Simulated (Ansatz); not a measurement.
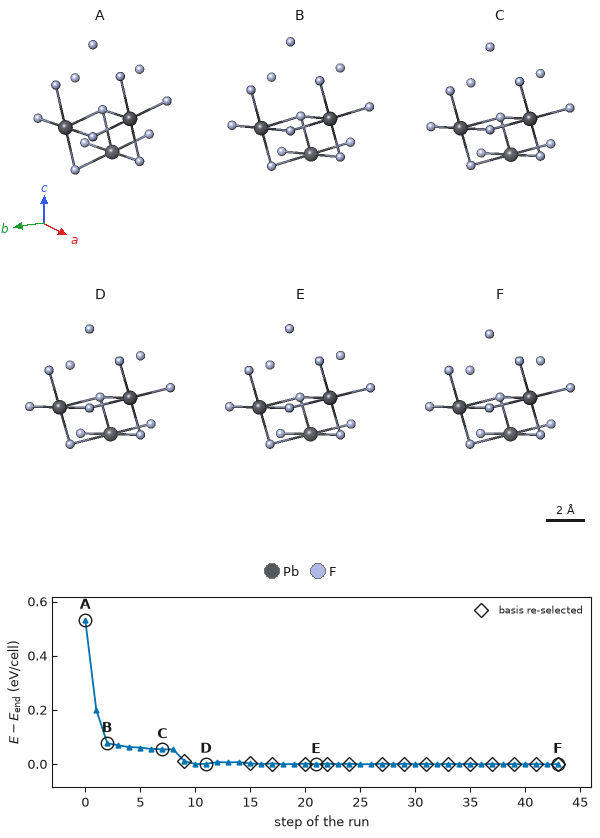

Frames of a relaxation of crystalline PbF2 (built on the CdI2 type), marked on the history of the run. Style: ball-and-stick. Shown: the atoms within 4.2 Å of the atom that moves most (axes of the cell of the calculation), from a free direction.

All numbers below come from DFT PBEsol, scalar-relativistic, plane waves, PAW (Ansatz). (plane-wave cutoff 420 eV; k-point mesh 12 × 12 × 6; occupations gaussian; smearing width 0.05 eV; no spin polarisation; cell and atoms relaxed; force threshold 0.01 eV/Å; at most 60 steps)

Q: What happens along the run?

A: After 28 accepted moves (43 points after the start) the energy has fallen by 0.532 eV per cell of the calculation. Largest force component: 1.2 eV/Å at the start, 0.0015 eV/Å at the end. Pressure: −2.35 GPa at the start and −0.01 GPa at the end. The SCF was repeated 15 times at an unchanged geometry on a basis and grid sized afresh for the cell, which shifted the energy by 42.7 meV per cell of the calculation at most. The largest moves relative to the cell, 0.17 Å, are those of F atoms. Pb stays in place. Cell: a = b 3.583 → 3.914 Å (+9.2 %), c 5.780 → 4.641 Å (−19.7 %). Volume −4.2 %. Some distances before and after: F–Pb 2.530 → 2.470 Å. Bond angles that change, for instance: F–Pb–F 90.2° → 104.8°, Pb–F–Pb 90.2° → 104.8°, F–Pb–F 89.8° → 75.2°. The space group stays P-3m1 (No. 164). From step 0 to 2: F atoms move most (0.30 Å), volume +9.6 %, energy −0.455 eV per cell of the calculation. From step 2 to 7: volume −5.1 %, energy −22.7 meV per cell of the calculation. From step 7 to 11: volume −1.8 %, energy −53.7 meV per cell of the calculation. From step 11 to 21: volume +0.6 %, energy −1.3 meV per cell of the calculation. From step 21 to 43: F atoms move most (0.07 Å), volume −6.8 %, energy +0.4 meV per cell of the calculation.

```csv
step,"E − E(0), meV/atom","largest force component, eV/Å","pressure, GPa","volume, Å³/atom",note
0,0.00,1.1833,-2.35,21.424,
1,-110.56,0.0867,3.52,21.473,
2,-151.69,0.1467,-0.33,23.483,
3,-154.32,0.0530,-0.48,23.702,
4,-156.56,0.0119,0.06,23.176,
5,-157.12,0.0067,-0.01,23.026,
6,-158.81,0.0056,0.00,22.461,
7,-159.26,0.0026,0.00,22.288,
8,-159.41,0.0004,0.00,22.231,
9,-173.63,0.0021,0.93,22.231,"same geometry, new basis"
10,-177.42,0.0118,0.01,21.667,
12,-175.00,0.0129,-0.01,22.782,
13,-175.34,0.0030,0.01,22.687,
15,-176.69,0.0017,0.04,22.780,"same geometry, new basis"
17,-176.78,0.0023,-0.03,22.552,"same geometry, new basis"
19,-177.48,0.0003,0.00,22.280,
20,-176.88,0.0005,-0.02,22.280,"same geometry, new basis"
22,-176.95,0.0014,0.00,22.015,"same geometry, new basis"
24,-177.04,0.0013,-0.01,21.754,"same geometry, new basis"
26,-177.53,0.0002,0.01,21.578,
27,-177.11,0.0002,-0.03,21.578,"same geometry, new basis"
29,-177.16,0.0009,-0.03,21.429,"same geometry, new basis"
31,-177.19,0.0008,-0.04,21.295,"same geometry, new basis"
33,-177.24,0.0018,-0.01,21.109,"same geometry, new basis"
34,-177.52,0.0011,-0.01,21.016,
36,-177.73,0.0000,0.02,20.852,
38,-177.58,0.0006,0.00,20.767,
40,-177.66,0.0006,-0.02,20.664,
41,-177.37,0.0006,-0.03,20.664,"same geometry, new basis"
43,-177.43,0.0015,-0.01,20.527,"same geometry, new basis"
```

Limits of the set-up: layers or molecules are held without a dispersion correction, so their spacing is unreliable.
